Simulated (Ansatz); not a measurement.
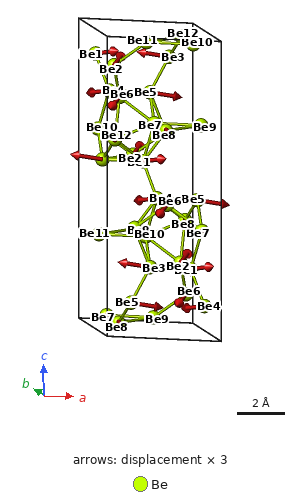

This is a relaxation of crystalline Be (built on the alpha-boron_166 type) (coarse preliminary run). The starting structure is drawn; red arrows show the displacements (the part carried along by the change of the cell is left out), magnified 3 times.

Style: ball-and-stick. Shown: the conventional cell (3 times the calculation's cell), slightly off an axis. Lengths and directions refer to the drawn axes.

Case: alpha-boron type (R-3m, No. 166).

Method: Ansatz, DFT PBE, scalar-relativistic, plane waves, PAW. (plane-wave cutoff 420 eV; k-point mesh 6 × 6 × 6; occupations gaussian; smearing width 0.1 eV; no spin polarisation; cell and atoms relaxed; force threshold 0.04 eV/Å; at most 70 steps)

**Describe the change and its energy.**

After 11 accepted moves (13 points after the start) the energy has fallen by 8.719 eV per cell of the calculation. Largest force component: 3.5 eV/Å at the start, 0.013 eV/Å at the end. The pressure goes from 50.18 to −0.04 GPa. At 2 points the geometry stayed and the basis and grid were re-selected for the new cell (energy shift of 45.3 meV per cell of the calculation at most each time). The largest moves relative to the cell, 0.50 Å, are those of Be1, Be2, Be3, Be4, Be5 and Be6. Be5 goes roughly along [2 1 0]. The drawn cell changes as follows: a = b 5.159 → 5.231 Å (+1.4 %), c 13.197 → 16.881 Å (+27.9 %); the volume changes by +31.5 %. Among the contacts that change: Be1–Be2 1.840 → 2.713 Å, Be1–Be4 1.753 → 2.154 Å, Be1–Be7 1.888 → 2.189 Å, Be1–Be11 1.896 → 2.157 Å. Bonds break: Be1–Be2 (1.84 → 2.71 Å), Be1–Be3 (1.84 → 2.71 Å), Be2–Be3 (1.84 → 2.71 Å), Be4–Be5 (1.84 → 2.71 Å). Bond angles that change, for instance: Be3–Be5–Be11 129.2° → 175.9°, Be7–Be5–Be8 107.0° → 95.1°, Be7–Be5–Be11 59.3° → 55.8°. The space group stays R-3m (No. 166).
